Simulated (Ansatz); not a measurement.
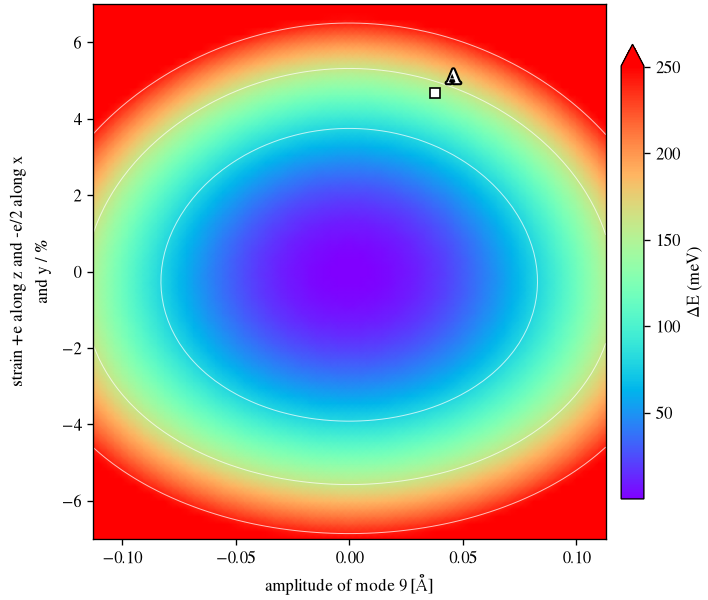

TiAl3 (I4/mmm, No. 139; 4 atoms in the cell). The energy is mapped over a normal mode and a strain (zone-centre modes of the 4-atom cell of this scan) (x along [1 0 0], y along [0 1 0], z along [0 0 1] of the conventional cell). First axis: amplitude of mode 9 (343 cm⁻¹), largest displacement in the unstrained cell. Second axis: strain +e along z and -e/2 along x and y. Nothing is relaxed (the pattern is fixed in fractional coordinates). The scan uses a 7 × 7 grid; 28 points were computed and 21 follow by symmetry. Points are written as (first, second). Energies are in meV per cell, from the lowest grid point. Computed with DFT PBEsol, scalar-relativistic, plane waves, PAW (Ansatz). Settings: cutoff 520 eV, k-mesh 14×14×14, gaussian smearing 0.15 eV, no spin polarisation.

Drawn: a smooth colour map with a few white contour lines, one colour for all values above the top of the scale, the point A. Between grid points the surface is interpolated.

Which way does the force act at A, and how strong is it?

A, at (0.038 Å, 4.67 %), is not a stationary point. The computed force is 1000 meV for each Å towards smaller values of the first coordinate and 54 meV for each 1 % towards smaller values of the second coordinate.

PAW datasets: the set soft_1.
